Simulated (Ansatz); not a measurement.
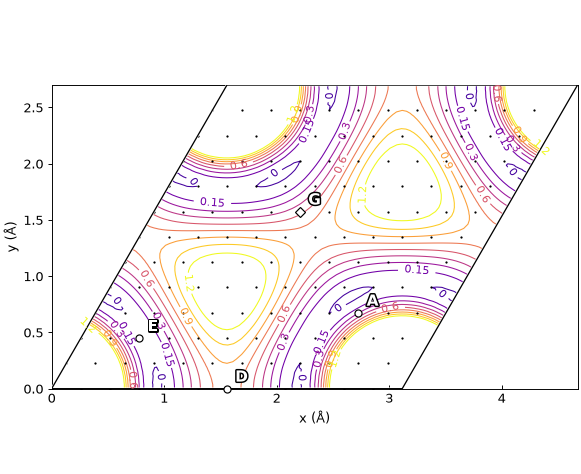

MgO₂ (R-3m phase) with one H guest (13 atoms in the cell, cell charge +1). A guest moved over a lattice plane through the rigid host; the plane is (0 0 1) of the conventional cell, half-way across the widest gap between atomic layers, origin above O6. Places are given modulo a cell vector. The map is drawn in real space over the plane of the scan. Nothing is relaxed (host rigid, guest held in the plane). The grid has 12 × 12 points; 31 points were computed and 113 follow by symmetry. All energies are given in eV per cell relative to the lowest grid point. The band gap closes in part of the range. The cell is charged on a uniform background, without a charge correction. Theory: Ansatz 0.2.0, DFT LDA, scalar-relativistic, plane waves, PAW. Settings: cutoff 420 eV, k-mesh 6×6×6, gaussian smearing 0.05 eV, no spin polarisation.

The picture shows contour lines labelled in eV (none above 1.2), dots at the grid points, the outline of one cell of the plane, lettered points. Between grid points the surface is interpolated.

Is E the lowest point of the computed grid?

No. E lies 0.026 eV above the lowest grid point, which is at (1/12, 3/12) of the cell vectors [nearest 2 O at 1.18 Å].

What kind of point is each of D, E, G: minimum, saddle, maximum or slope?

D: saddle point; E: saddle point; G: on a slope. (In these two coordinates alone; a stationary point may lie a little off the grid point.)

PAW datasets: the set soft_1.
